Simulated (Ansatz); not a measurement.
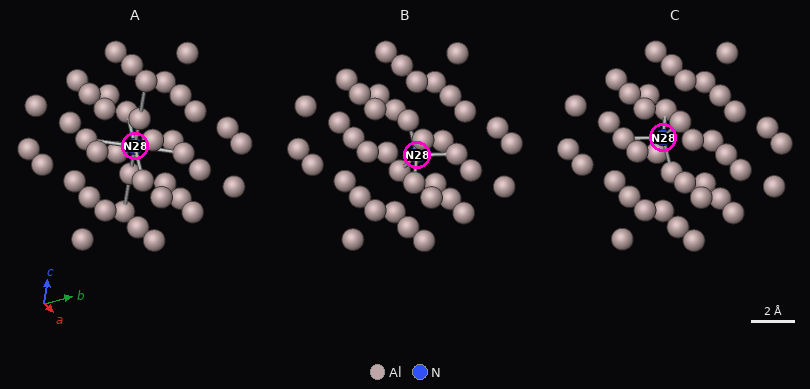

3 geometries from a converged minimum-energy path of a defect cell of composition Al27N (28 atoms in the cell), shuffled. The picture is a ball-and-stick view of the atoms within 5.2 Å of the middle of the path, seen slightly off an axis. The moving atom is ringed, with any periodic copies. Bonds to atoms that aren't drawn are left out.

Level of theory: DFT PBE, scalar-relativistic, plane waves, PAW in Ansatz. Settings: plane-wave cutoff 420 eV; k-point mesh 3 × 3 × 3; Gaussian smearing 0.1 eV; 5 movable images; climbing image.

Q: One of them is the converged climbing image. Which?

A: A. In order along the path, whose images run from 0 to 6: C (image 1, +0.18 eV), A (image 3, +1.09 eV), B (image 5, +0.17 eV). The N atom travels furthest, 2.04 Å from end to end, along [1 1 −1], on a straight line. At the highest image its nearest neighbour (Al) is 1.81 Å away, against 1.87 Å at the start, and the surrounding atoms stand up to 0.28 Å off the mean of their end positions.
